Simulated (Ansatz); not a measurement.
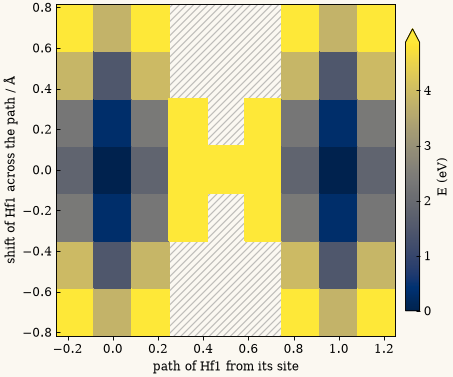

Energy landscape of HfS₂ (P-3m1 phase) with one Hf vacancy (11 atoms in the cell, cell charge −4). An atom moved over a plane that holds its own site and a neighbouring vacancy (x along [−1 −1 −2], y along [1 −3 2], z along [−1 0 0] of the conventional cell). The first coordinate is: path of Hf1 from its site (0) to the vacancy (1), 3.557 Å; the second: shift of Hf1 across the path, along the Cartesian direction [2 1 0]. Nothing is relaxed (all other atoms held at the sites of the perfect crystal). The grid has 9 × 7 points; 15 points were computed and 34 follow by symmetry. At 14 points there is no value (left out of the scan, as a rule where atoms come close). Points are written as (first, second). Energies: eV per cell, counted from the lowest grid point. The band gap closes in part of the range. The cell is charged on a uniform background, without a charge correction. All numbers below come from DFT LDA, scalar-relativistic, plane waves, PAW (Ansatz). Settings: cutoff 420 eV, k-mesh 4×4×4, gaussian smearing 0.05 eV, no spin polarisation.

Drawn: one coloured cell a grid point, one colour for all values above the top of the scale, hatched blanks where no value was computed. 

> Summarise what can be read from the map.

The lowest grid point is at (0.000, 0.000 Å) [nearest 6 S at 2.51 Å]; the map holds 2 wells of about this depth. It is the only kind of minimum in the scanned range. The highest grid point, (0.500, 0.000 Å) [nearest 2 S at 1.77 Å], lies 15.1 eV above the lowest. Round the minimum the two coordinates are nearly uncoupled.

The input of one point:

```yaml
crystal:
  lattice:
    - [-1.778369426, -3.0802262006, -5.6836595072]
    - [-1.778369426, -3.0802262006, 5.6836595072]
    - [-3.5567388522, 6.1604524011, 0.0]
  atoms:
    - { symbol: Hf, position: [0.5, 0.5, 0.5] }
    - { symbol: Hf, position: [0.0, 0.0, 0.0] }
    - { symbol: Hf, position: [0.0, 0.0, 0.5] }
    - { symbol: S, position: [0.7938523428, 0.5394809906, 0.8333333333] }
    - { symbol: S, position: [0.7938523428, 0.5394809906, 0.3333333333] }
    - { symbol: S, position: [0.2938523428, 0.0394809906, 0.8333333333] }
    - { symbol: S, position: [0.2938523428, 0.0394809906, 0.3333333333] }
    - { symbol: S, position: [0.2061476572, 0.4605190094, 0.1666666667] }
    - { symbol: S, position: [0.2061476572, 0.4605190094, 0.6666666667] }
    - { symbol: S, position: [0.7061476572, 0.9605190094, 0.1666666667] }
    - { symbol: S, position: [0.7061476572, 0.9605190094, 0.6666666667] }
total_charge: -4
basis:
  ecutwfc: 420
kpoints:
  mp_grid: { grid: [4, 4, 4] }
hamiltonian:
  xc: lda
  pseudopotentials: { kind: paw }
scf:
  occupations: { method: gaussian, width: 0.05 }
output:
  forces: true
  stress: true
  eigenvalues: true
  write_density: true
  write_potential: true
  elf: true
  volumetric_format: npy
```

Time for the 15 points that were run: 14 min on 4 threads of Arm Neoverse N1, on a shared host.
